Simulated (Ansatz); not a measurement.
SnO

The calculation's input:

```
crystal:
  lattice:
    - [0.0, 2.5369732561, 2.6869083755]
    - [2.5369732561, 0.0, 2.6869083755]
    - [2.5369732561, 2.5369732561, 0.0]
  atoms:
    - { symbol: Sn, position: [0.0, 0.0, 0.0] }
    - { symbol: O, position: [0.5, 0.5, 0.5] }
kpoints:
  mp_grid: { grid: [6, 6, 6] }
  band_path:
    path:
      - [0.0, 0.0, 0.0]
      - [0.5, 0.0, 0.5]
      - [0.625, 0.25, 0.625]
      - [0.375, 0.375, 0.75]
      - [0.5, 0.5, 0.5]
      - [0.5, 0.25, 0.75]
      - [0.5, 0.425, 0.575]
      - [0.126302, 0.145101, -0.438721]
      - [-0.124023, 0.002116, 0.44222]
    npoints: 1
hamiltonian:
  xc: hse06
scf:
  occupations: { method: fermi_dirac, width: 0.02 }
  n_extra_bands: 4
output:
  forces: true
  stress: true
  eigenvalues: true
  write_density: true
  write_potential: true
  elf: true
  volumetric_format: npy
```

Run with:

```sh
ansatz run input.yaml --threads 4 --pin off --max-ram 3686MiB --backend cpu --events-out ev --progress --plain --runs-dir out
```

Below, planes, directions and counts refer to the conventional cell (a = 3.59 Å, b = 3.59 Å, c = 5.37 Å, α = 90.00°, β = 90.00°, γ = 90.00°).

Space group I4/mmm; started from the rocksalt prototype, which need not be the ambient phase; changed on purpose from its base cell (uniaxial z strain +5.9%); computed pressure about −5 GPa in this cell.

The calculation used Ansatz 0.2.0, DFT, HSE06, plane waves, PAW.

Core electrons are frozen (PAW), and the valence fields are smoothed inside the atomic spheres.

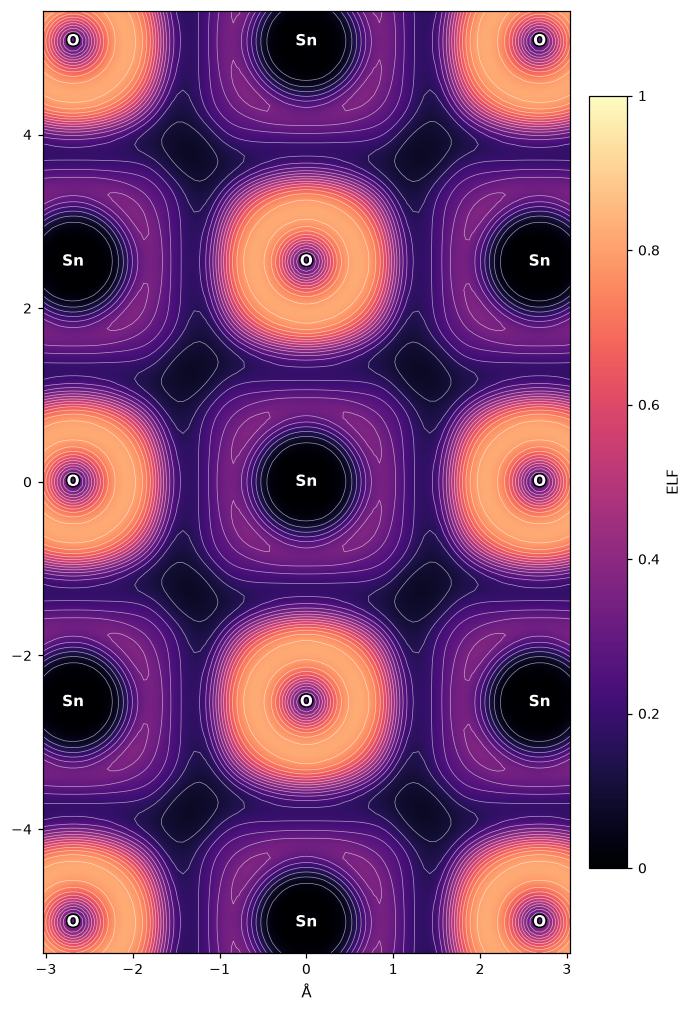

Figure 1. ELF on the (110) plane of the conventional cell.

What do the fields say about this system?

Atoms in the plane: Sn and O. Sn–O (2.54 Å): the ELF is about 0.20 at the midpoint (no localised pair shows between them).

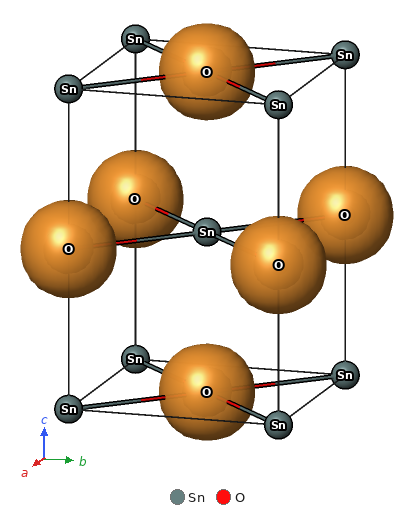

Figure 2. Isosurface of the electron localisation function at 0.75 (orange), seen slightly off an axis. Core shells and regions of very low density are left out. Sticks mark near contacts.

What do the ELF domains correspond to?

The surface consists of two regions wrapped around O (the valence shell of each), counted in one cell of 4 atoms. Regions shared between cells count once.
